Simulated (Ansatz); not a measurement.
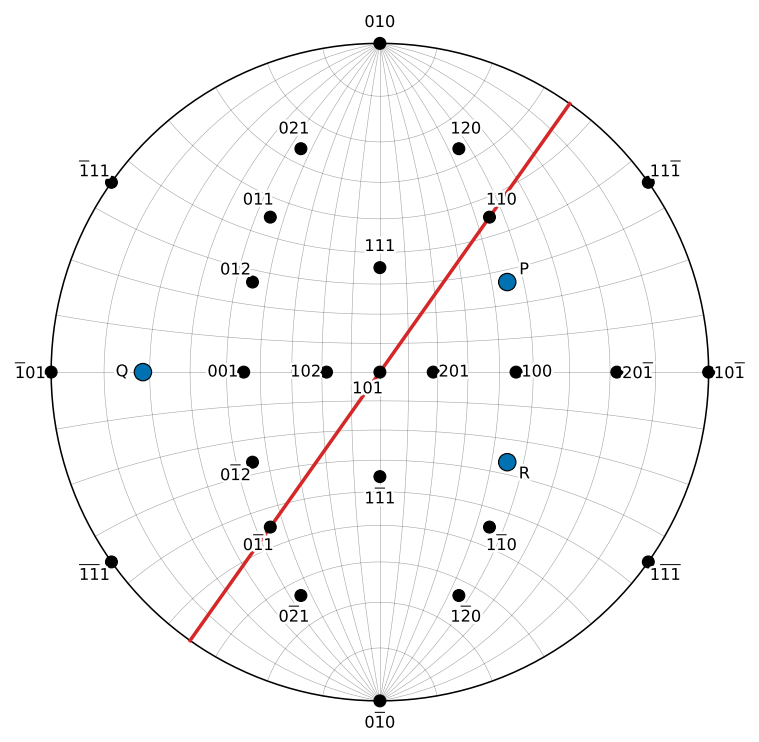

Stereographic projection of plane normals (upper hemisphere) centred on (1 0 1). Crystal: V, the end point of a relaxation with Ansatz, DFT PBE, scalar-relativistic, plane waves, PAW; the starting structure was generated, so it need not be a known form of this composition. Geometry calculated from the standardised cell; symmetry tolerance 0.002 Å.

a = 2.997 Å, b = 2.997 Å, c = 2.997 Å, α = 90.00°, β = 90.00°, γ = 90.00°.

> Index the poles marked P, Q, R.

P is (2 1 0), 50.8° from the centre; Q is (−1 0 2), 71.6° from the centre; R is (2 −1 0), 50.8° from the centre.

> Which zone does the coloured great circle trace?

The zone [1 −1 −1]: its poles satisfy h − k − l = 0.

> What is the angle between the normals of (0 1 1) and (−1 0 2), and what are their d_hkl = 1/|g|?

50.8°; d = 2.119 Å and 1.340 Å.
